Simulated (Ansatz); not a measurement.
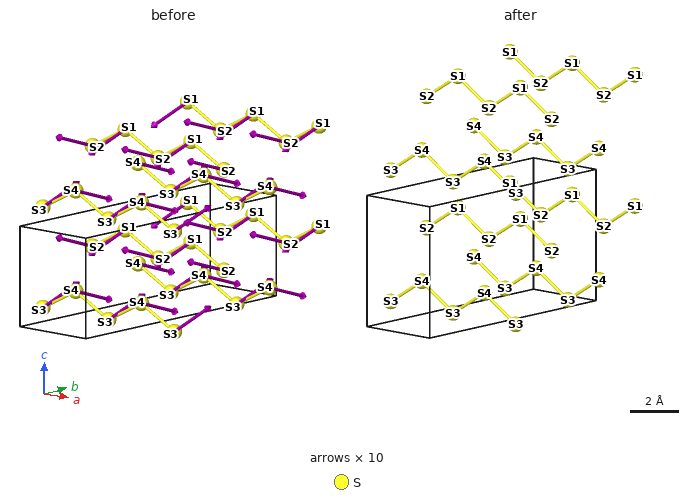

The structure of a crystal of S (built on the black phosphorus_64 type) before (left) and after (right) a relaxation, at one scale. The purple arrows give the displacements (the part carried along by the change of the cell is left out), 10 times their true length.

Style: ball-and-stick. Shown: the conventional cell (2 times the calculation's cell), repeated 2 × 1 × 2 with one cell outlined, from a free direction. Lengths and directions refer to the drawn axes.

Case: black phosphorus type (Cmce, No. 64).

Method: Ansatz, DFT PBEsol, scalar-relativistic, plane waves, PAW.

Input file:
```yaml
crystal:
  lattice:
    - [1.8603981412, -5.9739461685, 0.0]
    - [1.8603981412, 5.9739461685, 0.0]
    - [0.0, 0.0, 4.3124036051]
  atoms:
    - { symbol: S, position: [0.119747869, 0.880252131, 0.8619225537] }
    - { symbol: S, position: [0.619747869, 0.380252131, 0.6380774463] }
    - { symbol: S, position: [0.880252131, 0.119747869, 0.1380774463] }
    - { symbol: S, position: [0.380252131, 0.619747869, 0.3619225537] }
basis:
  ecutwfc: 420
kpoints:
  mp_grid: { grid: [14, 14, 12] }
hamiltonian:
  xc: pbesol
scf:
  occupations: { method: gaussian, width: 0.1 }
output:
  forces: true
  stress: true
  eigenvalues: true
relax:
  adjacent_minimum: "off"
  f_tol: 0.01
  max_steps: 80
  cell: { stress_tol: 0.05 }
```

### Summarise the run.

The run was cut off at its time limit before the relaxation converged, so the last structure is only a point on the way. The largest moves relative to the cell, 0.24 Å, are those of S1, S2, S3 and S4. S1 goes along [0 −2 −1]. The volume changes by +8.6 %, with a 3.721 → 3.539 Å (−4.9 %), b 11.948 → 10.444 Å (−12.6 %), c 4.312 → 5.635 Å (+30.7 %). Some distances before and after: S1–S2 2.096 → 2.089 Å. Among the angles between lasting bonds that change: S2–S1–S2 125.2° → 115.8°. The space group stays Cmce (No. 64). After 16 accepted moves (21 points after the start) the energy has fallen by 35.4 meV per atom. Largest force component: 0.17 eV/Å at the start, 0.17 eV/Å at the end. Pressure: 0.13 GPa at the start and 0.38 GPa at the end. The line search rejected the trial steps at points 3, 4, 6, 16 of the run. At 1 point the geometry stayed and the basis and grid were re-selected for the new cell (energy shift of 6.2 meV per atom at most each time).
